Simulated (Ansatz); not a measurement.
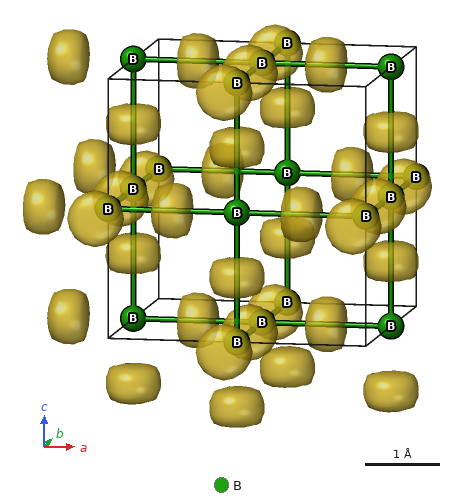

*B. Isosurface of the electron localisation function at 0.8 (yellow), seen slightly off an axis. Only the valence region is drawn (cores and ρ < 0.01 e/Å³ removed). Sticks mark near contacts.*

Space group Im-3m; a structure generated by program, which may or may not match a known phase; computed without spin polarisation.

Theory: DFT PBE, scalar-relativistic, plane waves, PAW (Ansatz 0.2.0).

Core electrons are frozen (PAW), and the valence fields are smoothed inside the atomic spheres.

```yaml
crystal:
  lattice:
    - [3.56691, 0.00000, 0.00000]
    - [0.00000, 3.56691, 0.00000]
    - [0.00000, 0.00000, 3.56691]
  atoms:
    - { symbol: B, position: [0.50000, 0.00000, 0.00000] }
    - { symbol: B, position: [0.00000, 0.50000, 0.50000] }
    - { symbol: B, position: [0.00000, 0.50000, 0.00000] }
    - { symbol: B, position: [0.50000, 0.00000, 0.50000] }
    - { symbol: B, position: [0.00000, 0.00000, 0.50000] }
    - { symbol: B, position: [0.50000, 0.50000, 0.00000] }
```

**Where are the electrons localised?**

The ELF exceeds this value in twelve regions between bonded B–B atoms, counted in one cell of 6 atoms. Any copies at cell faces, edges or corners count once. Profiles from the grid: B–B (1.78 Å): the ELF peaks at about 0.90 between the atoms.
